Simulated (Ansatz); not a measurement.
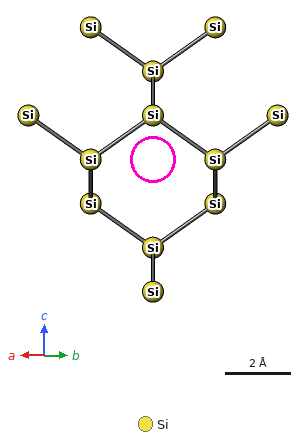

Perfect Si. Style: ball-and-stick. Shown: the atoms within 4.6 Å of one point, in a slice 5.0 Å thick across the line of sight, along [110].

Method: DFT, PBEsol, PAW, plane waves in Ansatz 0.2.0. Set-up: plane-wave cutoff 420 eV; k-point mesh 1 × 1 × 1; mesh shifted by (0.25, 0.25, 0.25); collinear spin. Fermi-Dirac smearing of 0.01 eV. A uniform background neutralises the charged cell. The axes drawn are those of the host's conventional cell.

An extra magnesium atom is put between the host's atoms (an interstitial) at the ringed place, in charge state +1. The supercell has 64 sites, and the atoms are relaxed at the host's cell.

### Predict the relaxed surroundings of the defect.

The Mg atom starts with 10 Si at 2.35 to 2.72 Å around its place and ends with 10 Si at 2.50 to 2.76 Å. Of the host's atoms, a silicon atom moves furthest from its site, by 0.17 Å. The cell's net moment is 0.97 μB.

The relaxed defect, seen from the same direction:

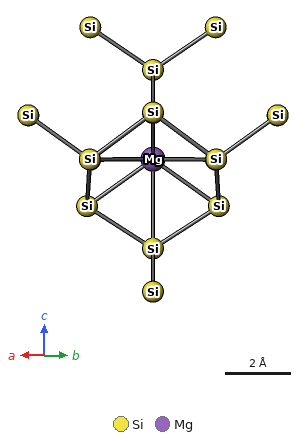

Limits of the set-up: the cell is charged, on a uniform background, and energies carry no finite-size correction.
